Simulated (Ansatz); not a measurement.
# Geometry relaxation of GaO (part 2 of 2)

Continued. System: GaO (P6₃/mmc, 8 atoms in the cell). Method: DFT PBEsol, scalar-relativistic, plane waves, PAW, no spin polarisation (Ansatz 0.2.0); cutoff 420 eV, 12×12×2 k-mesh, fixed occupations. It belongs to a series of runs on one base structure; here: cell and atoms relaxed tightly for response.

Geometry of the input (Å; fractional positions):
```
3.0699  0.0000  0.0000
-1.5350  2.6586  0.0000
0.0000  0.0000  12.8821
Ga 0.3333  0.6667  0.1539
Ga 0.6667  0.3333  0.6539
Ga 0.3333  0.6667  0.3461
Ga 0.6667  0.3333  0.8461
O  0.3333  0.6667  0.5981
O  0.6667  0.3333  0.0981
O  0.3333  0.6667  0.9019
O  0.6667  0.3333  0.4019
```

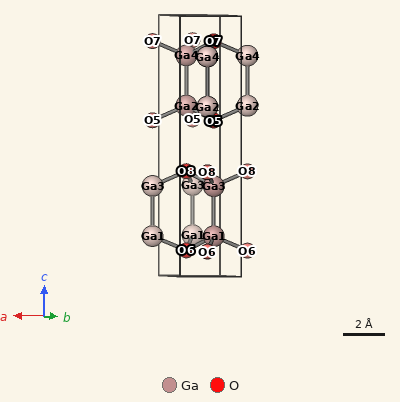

Figure 1. The geometry at step 3 of the log (ball-and-stick view of the cell of the calculation, seen at an oblique angle; neighbours outside the cell are drawn fainter; atoms are numbered from 1 in the order of the input).

Output, continued
```
--- Per-component energies (eV) ---
  E_band       = -231.512386
  E_kinetic    = 1161.013342
  E_local      = -9253.087899  (includes V_loc(G=0)·N_el)
  E_nonlocal   = 1911.414147
  E_hartree    = 4181.853922
  E_xc         = -562.020798
  E_vxc        = -602.422359  (∫ρ·V_xc dr)
  E_paw        = -8421.734115  (= ΣΔE_a)
  E_vpaw       = -1812.146556  (= ΣTr[D̂ρ^β])
  E_aug_tail   = 0.009182  (compensation charges beyond the density's cutoff)
  E_ewald      = -6238.947142
  E_core_change = 3.593063  (= ΣΔE_core)
  E_smearing   = -0.000000  (= −TS)
  E_closure    = -0.000000  (closes the sum)
  Σ components = -17217.906297   (vs F -17217.906297, Δ=0.00e0)
--- Forces (eV/Å), atoms counted from 1 ---
  atom   1  Ga     0.00000000    -0.00000000    -0.00088580
  atom   2  Ga    -0.00000000     0.00000000    -0.00088580
  atom   3  Ga     0.00000000    -0.00000000     0.00088580
  atom   4  Ga    -0.00000000     0.00000000     0.00088580
  atom   5  O     -0.00000000     0.00000000     0.00062537
  atom   6  O     -0.00000000    -0.00000000     0.00062537
  atom   7  O     -0.00000000     0.00000000    -0.00062537
  atom   8  O      0.00000000    -0.00000000    -0.00062537
  max |Σ_I F_I| component: 4.16e-17 eV/Å
--- Stress (GPa, compression-positive) ---
       -0.000730       0.000000       0.000000
       -0.000000      -0.000730       0.000000
        0.000000       0.000000      -0.009386
  P = ⅓ Tr σ = -0.0036 GPa (-0.036 kbar)
--- Band table (eV; the first three rows and the last of 38) ---
  k-point 0: bands = ["-11.7129", "-11.6386", "-11.4929", "-11.4137", "-6.4876", "-6.4876", "-6.4856", "-6.4856", "-6.4467", "-6.4467", "-6.4452", "-6.4452", "-6.3724", "-6.3176", "-6.1870", "-6.1870", "-6.1864", "-6.1864", "-6.0439", "-6.0439", "-6.0427", "-6.0427", "-5.9851", "-5.9069", "0.3028", "0.6284", "3.2741", "4.2267", "5.0803", "5.0803", "5.1215", "5.1215", "5.1851", "5.1851", "5.2256", "5.2256", "5.8794", "7.3631", "8.4785", "9.6651", "11.8736", "12.1115", "16.4974", "16.9390", "17.6963", "17.6963"]
  k-point 1: bands = ["-11.6822", "-11.6822", "-11.4469", "-11.4469", "-6.4866", "-6.4866", "-6.4866", "-6.4866", "-6.4459", "-6.4459", "-6.4459", "-6.4459", "-6.3475", "-6.3475", "-6.1867", "-6.1867", "-6.1867", "-6.1867", "-6.0433", "-6.0433", "-6.0433", "-6.0433", "-5.9436", "-5.9436", "0.4531", "0.4531", "3.6938", "3.6938", "5.0974", "5.0974", "5.0974", "5.0974", "5.2093", "5.2093", "5.2093", "5.2093", "6.5710", "6.5710", "9.1751", "9.1751", "12.0090", "12.0090", "16.6735", "16.6735", "17.7655", "17.7655"]
  k-point 2: bands = ["-11.6677", "-11.5967", "-11.4531", "-11.3777", "-6.4838", "-6.4830", "-6.4722", "-6.4700", "-6.4323", "-6.4312", "-6.4306", "-6.4290", "-6.3546", "-6.3012", "-6.1939", "-6.1934", "-6.1877", "-6.1870", "-6.0614", "-6.0556", "-6.0455", "-6.0442", "-5.9544", "-5.8843", "0.4097", "0.7079", "3.3317", "4.0288", "4.6383", "4.7450", "4.7893", "4.9920", "5.0005", "5.0396", "5.1082", "5.1557", "6.2110", "7.3769", "8.9501", "9.9711", "12.1348", "12.4369", "16.5042", "16.7551", "16.8618", "16.9776"]
  k-point 37: bands = ["-10.9148", "-10.9148", "-10.8920", "-10.8920", "-6.4051", "-6.4051", "-6.3307", "-6.3307", "-6.2770", "-6.2770", "-6.2424", "-6.2424", "-6.1974", "-6.1974", "-6.1557", "-6.1557", "-6.1108", "-6.1108", "-5.9385", "-5.9385", "-5.4956", "-5.4956", "-5.4013", "-5.4013", "0.6439", "0.6439", "1.2030", "1.2030", "1.9316", "1.9316", "2.4217", "2.4217", "4.5433", "4.5433", "4.9613", "4.9613", "7.2515", "7.2515", "10.9221", "10.9221", "12.9170", "12.9170", "14.0963", "14.0963", "15.1910", "15.1910"]
--- Relaxed structure (3 steps of the walk, 3 accepted, 1 SCFs on fresh bases) ---
  F+E_penalty+E_count = -17217.90629709 eV   max|allowed force component| = 8.858e-4 eV/Å   (the final SCF, on the basis selected at the relaxed cell)
  cell:  # Å, volume = 105.0527 Å³
    - [3.069822914677412, -2.8866699791822186e-11, 0.0]
    - [-1.5349114573137066, 2.6585446292446613, 0.0]
    - [0.0, 0.0, 12.872111854190134]
  atoms:
    - { symbol: Ga, position: [0.3333333333333333, 0.6666666666666666, 0.15386295900681923] }
    - { symbol: Ga, position: [0.6666666666666666, 0.3333333333333333, 0.6538629590068192] }
    - { symbol: Ga, position: [0.3333333333333333, 0.6666666666666666, 0.3461370409931807] }
    - { symbol: Ga, position: [0.6666666666666666, 0.3333333333333333, 0.8461370409931805] }
    - { symbol: O, position: [0.3333333333333333, 0.6666666666666666, 0.5979648371634125] }
    - { symbol: O, position: [0.6666666666666666, 0.3333333333333333, 0.0979648371634126] }
    - { symbol: O, position: [0.3333333333333333, 0.6666666666666666, 0.9020351628365872] }
    - { symbol: O, position: [0.6666666666666666, 0.3333333333333333, 0.40203516283658736] }
```

Trajectory as extended XYZ (Å, eV, eV/Å), 4 frames, from step=1 to step=4
```
8
Lattice="3.0699 0.0000 0.0000 -1.5350 2.6586 0.0000 0.0000 0.0000 12.8821" Properties=species:S:1:pos:R:3:forces:R:3 step=1 energy=-17217.90624 pressure_GPa=-0.03
Ga    0.0000    1.7724    1.9829    0.0000   0.0000   0.0007
Ga    1.5350    0.8862    8.4240    0.0000   0.0000   0.0007
Ga    0.0000    1.7724    4.4582    0.0000   0.0000  -0.0007
Ga    1.5350    0.8862   10.8992    0.0000   0.0000  -0.0007
O     0.0000    1.7724    7.7044    0.0000   0.0000  -0.0001
O     1.5350    0.8862    1.2633    0.0000   0.0000  -0.0001
O     0.0000    1.7724   11.6188    0.0000   0.0000   0.0001
O     1.5350    0.8862    5.1777    0.0000   0.0000   0.0001
8
Lattice="3.0697 0.0000 0.0000 -1.5349 2.6584 0.0000 0.0000 0.0000 12.8733" Properties=species:S:1:pos:R:3:forces:R:3 step=2 energy=-17217.90656 pressure_GPa=-0.00
Ga    0.0000    1.7723    1.9808    0.0000   0.0000  -0.0015
Ga    1.5349    0.8861    8.4174    0.0000   0.0000  -0.0015
Ga    0.0000    1.7723    4.4559    0.0000   0.0000   0.0015
Ga    1.5349    0.8861   10.8925    0.0000   0.0000   0.0015
O     0.0000    1.7723    7.6977    0.0000   0.0000   0.0022
O     1.5349    0.8861    1.2611    0.0000   0.0000   0.0022
O     0.0000    1.7723   11.6122    0.0000   0.0000  -0.0022
O     1.5349    0.8861    5.1756    0.0000   0.0000  -0.0022
8
Lattice="3.0698 0.0000 0.0000 -1.5349 2.6585 0.0000 0.0000 0.0000 12.8721" Properties=species:S:1:pos:R:3:forces:R:3 step=3 energy=-17217.90657 pressure_GPa=0.00
Ga    0.0000    1.7724    1.9805    0.0000   0.0000  -0.0009
Ga    1.5349    0.8862    8.4166    0.0000   0.0000  -0.0009
Ga    0.0000    1.7724    4.4555    0.0000   0.0000   0.0009
Ga    1.5349    0.8862   10.8916    0.0000   0.0000   0.0009
O     0.0000    1.7724    7.6971    0.0000   0.0000   0.0006
O     1.5349    0.8862    1.2610    0.0000   0.0000   0.0006
O     0.0000    1.7724   11.6111    0.0000   0.0000  -0.0006
O     1.5349    0.8862    5.1750    0.0000   0.0000  -0.0006
8
Lattice="3.0698 0.0000 0.0000 -1.5349 2.6585 0.0000 0.0000 0.0000 12.8721" Properties=species:S:1:pos:R:3:forces:R:3 step=4 energy=-17217.90630 pressure_GPa=-0.00
Ga    0.0000    1.7724    1.9805    0.0000   0.0000  -0.0009
Ga    1.5349    0.8862    8.4166    0.0000   0.0000  -0.0009
Ga    0.0000    1.7724    4.4555    0.0000   0.0000   0.0009
Ga    1.5349    0.8862   10.8916    0.0000   0.0000   0.0009
O     0.0000    1.7724    7.6971    0.0000   0.0000   0.0006
O     1.5349    0.8862    1.2610    0.0000   0.0000   0.0006
O     0.0000    1.7724   11.6111    0.0000   0.0000  -0.0006
O     1.5349    0.8862    5.1750    0.0000   0.0000  -0.0006
```

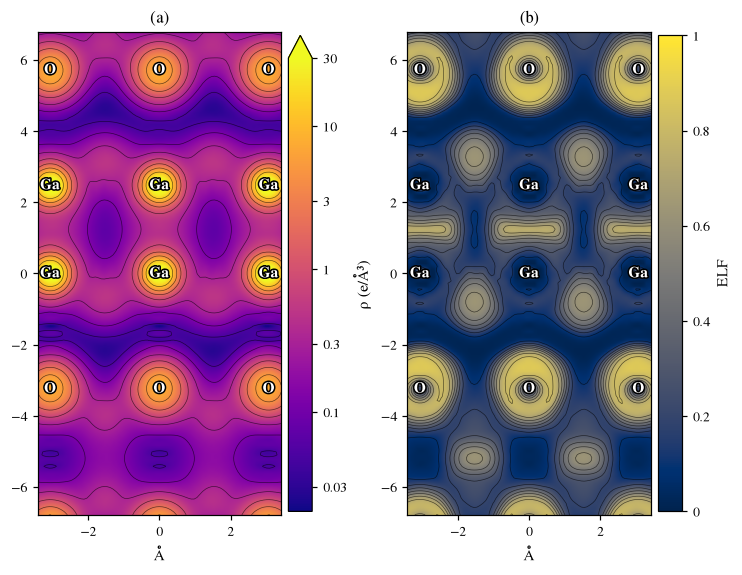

Figure 2. (a) valence pseudo-density; (b) electron localisation function on the (100) plane of the conventional cell. Away from the nuclei the density in this plane falls to 0.02 e/Å³ at its lowest. In a PAW calculation such maps are meaningful between the atoms, not at the nuclei.

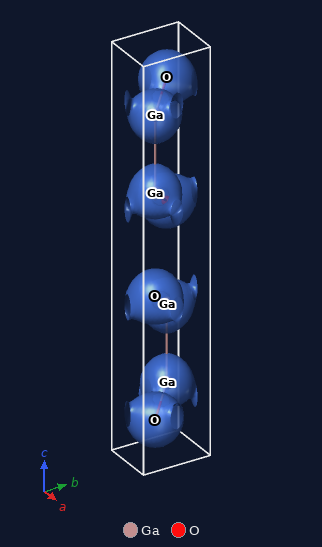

Figure 3. Isosurface of the valence charge density (pseudo) at 0.6 e/Å³ (blue), seen slightly off an axis. Sticks mark near contacts. The outline is the cell set on symmetry axes. At this value the density is joined into sheets; it holds about 80 % of the electrons treated as valence (semicore included). It is pinched off along the Ga–Ga (2.48 Å) contacts. On the grid the lowest density along these lines, outside the cores, is 0.7 e/Å³ (Ga–O, 1.91 Å) and 0.43 e/Å³ (Ga–Ga, 2.48 Å).

Key numbers

- outcome: converged
- space group (tolerance 0.01 Å): P6₃/mmc (194)
- electrons treated: 76
- free energy: −17217.9063 eV
- Fermi energy: 7.377 eV
- gap on the k-point mesh: 1.10 eV
- pressure: 0.00 GPa
- final volume: 105.05 Å³
- largest force (length of the vector) at the end: 0.001 eV/Å
- final cell: a = 3.070 Å, b = 3.070 Å, c = 12.872 Å, α = 90.00°, β = 90.00°, γ = 120.00°
- wall time: 24 s (CPU time 87 s)
- peak memory: 0.57 GiB
